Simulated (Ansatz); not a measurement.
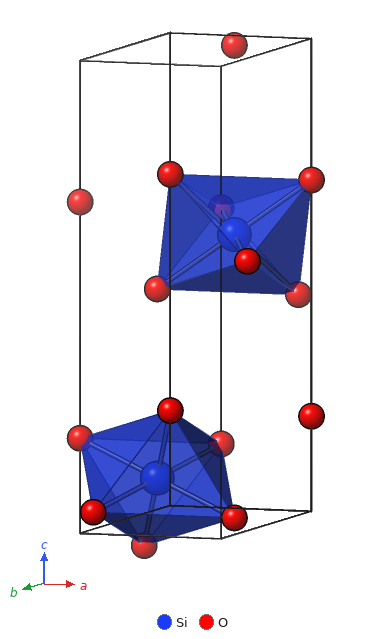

Crystal structure, polyhedral style, seen from a general direction. The wireframe shows the conventional unit cell. Some atoms of the next cells are drawn as well.

SiO2, space group P6_3mc (No. 186), a = 2.69 Å, b = 2.69 Å, c = 9.17 Å, α = 90.00°, β = 90.00°, γ = 120.00°.

Computational set-up: DFT r2SCAN, scalar-relativistic, plane waves, PAW (Ansatz 0.2.0), wavefunction cutoff 500 eV, 12×12×4 k-mesh, Gaussian smearing of 0.02 eV, no spin polarisation.

Question: Is it conducting or gapped at this level?

Answer: An insulator at this level, with a gap of 7.00 eV, indirect; the smallest direct gap is 7.25 eV.

Question: Would the cell expand or shrink if it could?

Answer: The computed pressure is -4.8 GPa (stretched: it would shrink).

Starting structure: a structure type filled with these elements by a generator (whether the compound takes this form wasn't checked). Earlier steps of the study may have refined or changed the cell and positions. It went into a calculation with Ansatz.

At this level of theory the cell isn't at rest (stretched, at -5 GPa), so its distances can differ from those at equilibrium, the more so the softer the solid.
